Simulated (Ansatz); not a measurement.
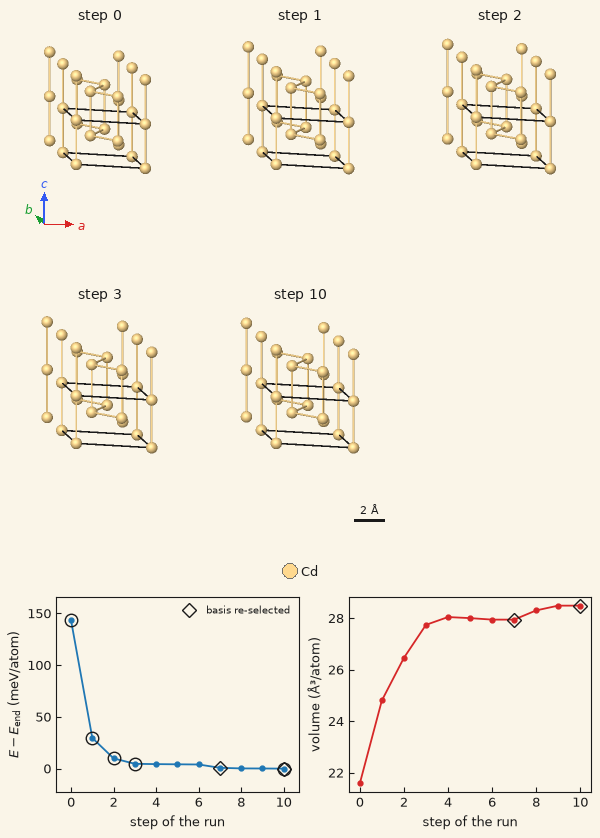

Frames of a relaxation of solid Cd (a generated structure, set up in P6/mmm), marked on the history of the run. A ball-and-stick model of the cell of the calculation, repeated 1 × 2 × 2 with one cell outlined, seen slightly off an axis.

Phase: omega (AlB2-type).

Computed with DFT, BLYP, plane waves (420 eV) with PAW, scalar-relativistic in Ansatz. Set-up: plane-wave cutoff 420 eV; k-point mesh 7 × 7 × 10; occupations fermi dirac; smearing width 0.1 eV; no spin polarisation; cell and atoms relaxed; force threshold 0.01 eV/Å; at most 60 steps.

Q: Describe the path.

A: No atom moves by more than 0.005 Å relative to the cell. Cell: a = b 4.959 → 5.546 Å (+11.8 %), c 3.040 → 3.208 Å (+5.5 %). Volume +32.0 %. Among the contacts that change: Cd–Cd 2.863 → 3.202 Å, Cd–Cd 3.040 → 3.208 Å. The space group stays P6/mmm (No. 191). The energy falls by 143 meV per atom in 8 accepted moves (10 points after the start). All forces vanish by symmetry, so only the cell relaxes. The pressure goes from 9.59 to 0.01 GPa. The SCF was repeated twice at an unchanged geometry on a basis and grid sized afresh for the cell, which shifted the energy by 3.2 meV per atom at most. From step 0 to 1: volume +14.9 %, energy −114 meV per atom. From step 1 to 2: volume +6.7 %, energy −19.7 meV per atom. From step 2 to 3: volume +4.8 %, energy −5.3 meV per atom. From step 3 to 10: volume +2.7 %, energy −4.7 meV per atom.

```
step  E − E(0), meV/atom  pressure, GPa  volume, Å³/atom                      note
   0                0.00           9.59           21.585                          
   1             -113.62           2.84           24.806                          
   2             -133.31           1.16           26.460                          
   3             -138.56           0.19           27.741                          
   4             -138.86          -0.03           28.045                          
   5             -139.04          -0.01           28.004                          
   6             -139.22          -0.02           27.945                          
   7             -142.43           0.28           27.945  same geometry, new basis
   8             -143.02           0.10           28.303                          
   9             -143.09           0.02           28.488                          
  10             -143.22           0.01           28.488  same geometry, new basis
```
